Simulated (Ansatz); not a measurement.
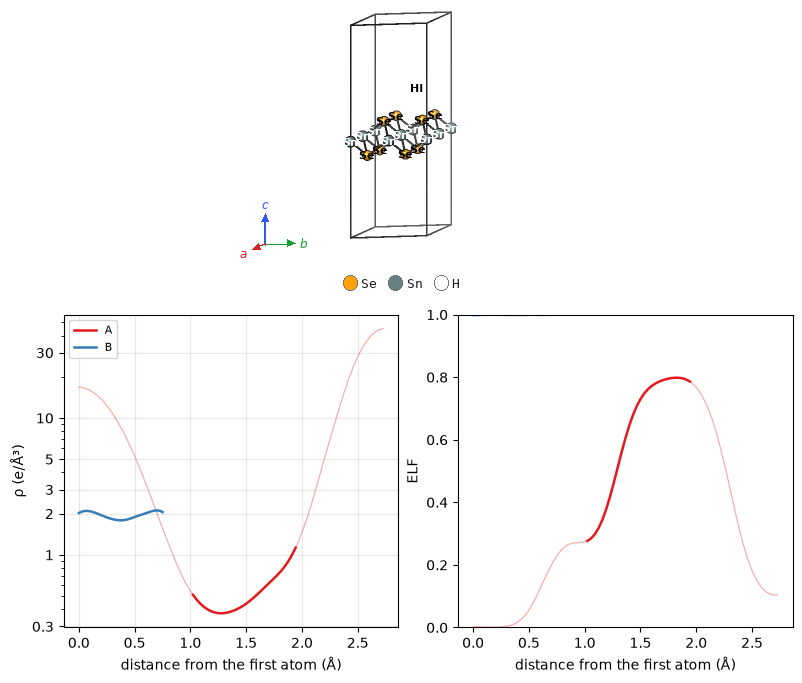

Figure. Sn2HSe4 (slab). Valence charge density (pseudo) and electron localisation function along straight lines between neighbouring atoms. Thin, pale parts lie inside the atomic spheres. The structure is drawn too.

Theory: DFT PBE+D3(BJ), scalar-relativistic, plane waves, PAW (Ansatz 0.2.0).

Core electrons are frozen (PAW), and the valence fields are smoothed inside the atomic spheres.

```
CELL_PARAMETERS angstrom
7.67810 0.00000 0.00000
-3.83905 6.64943 0.00000
0.00000 0.00000 21.18800
ATOMIC_POSITIONS crystal
Se 0.33333 0.16667 0.37757
Se 0.33333 0.66667 0.37757
Se 0.83333 0.16667 0.37757
Se 0.83333 0.66667 0.37757
Sn 0.99989 0.99992 0.45302
Sn 0.00037 0.50017 0.45282
Sn 0.49989 0.99962 0.45283
Sn 0.49986 0.50029 0.45285
Se 0.16655 0.33310 0.52815
Se 0.16668 0.83342 0.52815
Se 0.66675 0.33345 0.52791
Se 0.66679 0.83342 0.52827
H 0.38370 0.70187 0.66362
H 0.27745 0.61567 0.66242
```

### Which curve belongs to which contact (H–H and Sn–Se)? The first atom named is at distance zero.

Curve A: Sn–Se (2.73 Å): ρ is about 0.39 e/Å³ halfway; the ELF is about 0.60 at the midpoint. Curve B: H–H (0.75 Å): the density is about 1.8 e/Å³ at the midpoint; the ELF is about 1 at the midpoint.
